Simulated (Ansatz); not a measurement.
**Al₄Ga₁₃N₁₅ (charge −2): geometry relaxation (part 3 of 3)**

The same run, continued: Al₄Ga₁₃N₁₅ (defect cell, 32 atoms in the cell, total charge −2); DFT PBEsol, scalar-relativistic, plane waves, PAW, no spin polarisation (Ansatz 0.2.0); cutoff 420 eV, 2×2×2 k-mesh, Gaussian smearing of 0.01 eV. The structure derives from a Materials Project entry. It belongs to a series of runs on one base structure; here: Ga on a N site (e), charge -2, atoms relaxed at the host's cell.

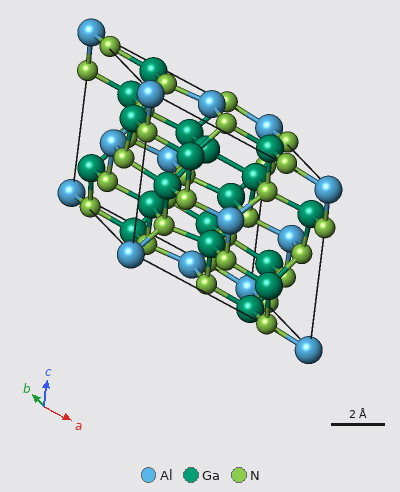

**Figure 1.** The geometry at step 4 of the log (ball-and-stick view of the cell of the calculation, seen slightly off an axis).

### Input file
```yaml
crystal:
  lattice:
    - [-4.4676279096, 4.4676279096, 4.4676279096]
    - [4.4676279096, -4.4676279096, 4.4676279096]
    - [4.4676279096, 4.4676279096, -4.4676279096]
  atoms:
    - { symbol: Al, position: [-0.0063586899, -0.0063586899, -0.0072731224] }
    - { symbol: Al, position: [0.5, 0.5, 0.0373885913] }
    - { symbol: Al, position: [0.5, 0.0063586899, 0.4990855675] }
    - { symbol: Al, position: [0.0063586899, 0.5, 0.4990855675] }
    - { symbol: Ga, position: [0.2136304063, 0.2136304063, 0.4680984839] }
    - { symbol: Ga, position: [0.7514326655, 0.7514326655, 0.5092258883] }
    - { symbol: Ga, position: [0.7530721901, 0.2595255087, 0.00175843] }
    - { symbol: Ga, position: [0.2595255087, 0.7530721901, 0.00175843] }
    - { symbol: Ga, position: [0.2485673345, 0.5, 0.2577932228] }
    - { symbol: Ga, position: [0.7404744913, -0.0064533185, 0.2422329213] }
    - { symbol: Ga, position: [0.7863695937, 0.5, 0.7544680776] }
    - { symbol: Ga, position: [0.2469278099, 0.0064533185, 0.7486862399] }
    - { symbol: Ga, position: [0.5, 0.2485673345, 0.2577932228] }
    - { symbol: Ga, position: [-0.0064533185, 0.7404744913, 0.2422329213] }
    - { symbol: Ga, position: [0.0064533185, 0.2469278099, 0.7486862399] }
    - { symbol: Ga, position: [0.5, 0.7863695937, 0.7544680776] }
    - { symbol: Ga, position: [0.5, 0.5, 0.7432555486] }
    - { symbol: "N", position: [-0.0005862303, -0.0005862303, 0.7550246251] }
    - { symbol: "N", position: [0.0005862303, 0.5, 0.2556108554] }
    - { symbol: "N", position: [0.5, 0.0005862303, 0.2556108554] }
    - { symbol: "N", position: [0.5, 0.7628809723, 0.4924843681] }
    - { symbol: "N", position: [-0.0192150752, 0.2446612218, 0.4899895732] }
    - { symbol: "N", position: [0.0192150752, 0.763876297, 0.0092046483] }
    - { symbol: "N", position: [0.5, 0.2501849235, 0.0071923339] }
    - { symbol: "N", position: [0.7628809723, 0.5, 0.4924843681] }
    - { symbol: "N", position: [0.2446612218, -0.0192150752, 0.4899895732] }
    - { symbol: "N", position: [0.2501849235, 0.5, 0.0071923339] }
    - { symbol: "N", position: [0.763876297, 0.0192150752, 0.0092046483] }
    - { symbol: "N", position: [0.2371190277, 0.2371190277, 0.2296033958] }
    - { symbol: "N", position: [0.7498150765, 0.7498150765, 0.2570074104] }
    - { symbol: "N", position: [0.7553387782, 0.236123703, 0.7453283514] }
    - { symbol: "N", position: [0.236123703, 0.7553387782, 0.7453283514] }
  host:
    lattice:
      - [4.4676279096, 0.0, 0.0]
      - [0.0, 4.4676279096, 0.0]
      - [0.0, 0.0, 4.4676279096]
    atoms:
      - { symbol: Al, position: [0.0, 0.0, 0.0] }
      - { symbol: Ga, position: [0.5, 0.5, 0.0] }
      - { symbol: Ga, position: [0.5, 0.0, 0.5] }
      - { symbol: Ga, position: [0.0, 0.5, 0.5] }
      - { symbol: "N", position: [0.7550309218, 0.7550309218, 0.2449690782] }
      - { symbol: "N", position: [0.7550309218, 0.2449690782, 0.7550309218] }
      - { symbol: "N", position: [0.2449690782, 0.7550309218, 0.7550309218] }
      - { symbol: "N", position: [0.2449690782, 0.2449690782, 0.2449690782] }
total_charge: -2
basis:
  ecutwfc: 420
  xc_grid: 2
kpoints:
  mp_grid: { grid: [2, 2, 2], shift: [0.5, 0.5, 0.5] }
hamiltonian:
  xc: pbesol
scf:
  occupations: { method: gaussian, width: 0.01 }
output:
  forces: true
  stress: false
  eigenvalues: true
  charged_corrections:
    defect_position: [0.5, 0.5, 0.75503092]
    epsilon: [[9.9239, 0.0, 0.0], [0.0, 9.9239, 0.0], [0.0, 0.0, 9.9239]]
  write_density: true
  write_potential: true
  elf: true
  volumetric_format: npy
relax:
  adjacent_minimum: "off"
  f_tol: 0.025
  max_steps: 45
```

Launched with:
```bash
ansatz run input.yaml --threads 4 --pin off --max-ram 10240MiB --backend cpu --events-out ev --progress --plain --runs-dir out
```

### Results in brief

```json
{"quantity": "outcome", "value": "converged"}
{"quantity": "electrons treated", "value": "258"}
{"quantity": "free energy", "value": "−56432.1611 eV"}
{"quantity": "Fermi energy", "value": "11.989 eV"}
{"quantity": "gap on the k-point mesh", "value": "1.35 eV"}
{"quantity": "final volume", "value": "356.69 Å³"}
{"quantity": "largest force (length of the vector) at the end", "value": "0.030 eV/Å"}
{"quantity": "hardware", "value": "4 threads of Arm Neoverse V1, 24 GiB of memory available, shared host"}
{"quantity": "wall time", "value": "30 s (CPU time 1.9 min)"}
{"quantity": "peak memory", "value": "0.89 GiB"}
```

### Remarks

The cell is charged and computed with a neutralising background, so its energy and pressure depend on the cell and aren't those of a real crystal.
